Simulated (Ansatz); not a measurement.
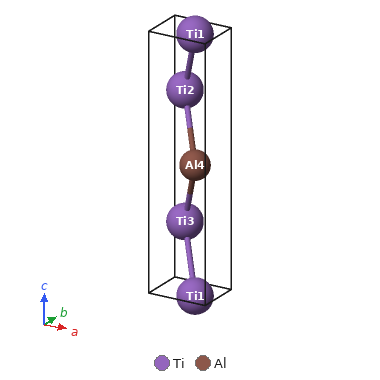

The system is Ti3Al (P-6m2, No. 187; 4 atoms in the cell); the picture shows the reference structure. The energy is mapped over volume and a fixed ferromagnetic moment. First axis: volume per atom. Second axis: total spin moment of the cell, held fixed. Nothing is relaxed (shape and fractional coordinates fixed). Grid: 5 × 7 points. Points are written as (first, second). All energies are given in meV/atom relative to the lowest grid point. The moment is held fixed and parallel; antiferromagnetic orders weren't tried. Level of theory: DFT LDA, scalar-relativistic, plane waves, PAW in Ansatz 0.2.0. Settings: cutoff 520 eV, k-mesh 18×18×6 in the order of the run's cell vectors, gaussian smearing 0.15 eV.

Its coordinates:

```yaml
crystal:
  lattice:
    - [2.86094, 0.00000, 0.00000]
    - [-1.43047, 2.47765, 0.00000]
    - [0.00000, 0.00000, 9.05134]
  atoms:
    - { symbol: Ti, position: [0.66667, 0.33333, 0.00000] }
    - { symbol: Ti, position: [0.33333, 0.66667, 0.75152] }
    - { symbol: Ti, position: [0.33333, 0.66667, 0.24848] }
    - { symbol: Al, position: [0.66667, 0.33333, 0.50000] }
```

Range: volume per atom from 13.15 to 18.93 Å³; total spin moment of the cell, held fixed from 0.0 to 3.0 μB.

Question: Predict the map.

Answer: The lowest grid point is at (16.04 Å³, 0.0 μB). It lies on the edge of the map, which is a mirror line here (the non-magnetic state). The highest grid point, (13.15 Å³, 3.0 μB), lies 450 meV/atom above the lowest.

```csv
"second ↓, first →",13.15,14.60,16.04,17.48,18.93
3.0,450,223,148,175,269
2.5,393,173,106,139,237
2.0,345,132,70,107,210
1.5,308,100,41,81,187
1.0,283,76,19,61,169
0.5,269,62,5,48,157
0.0,265,57,0,44,153
```

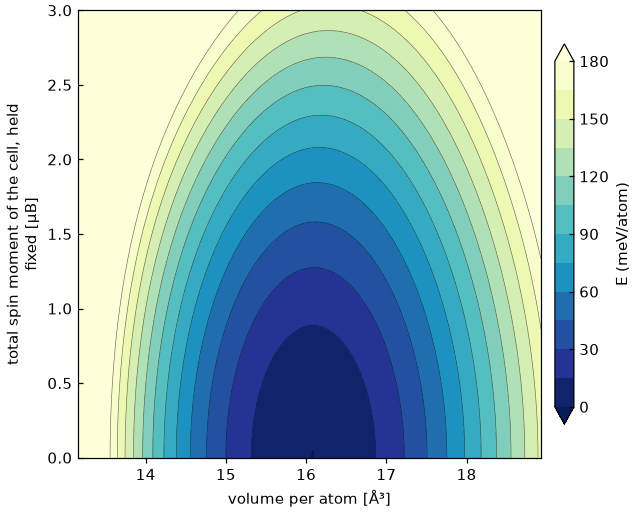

The picture shows filled contours, one colour for all values above the top of the scale. Between grid points the surface is interpolated.

Time for the 35 points that were run: 12 min on 4 threads of Arm Neoverse V2, with other jobs on the host.

PAW datasets: the set soft_1.
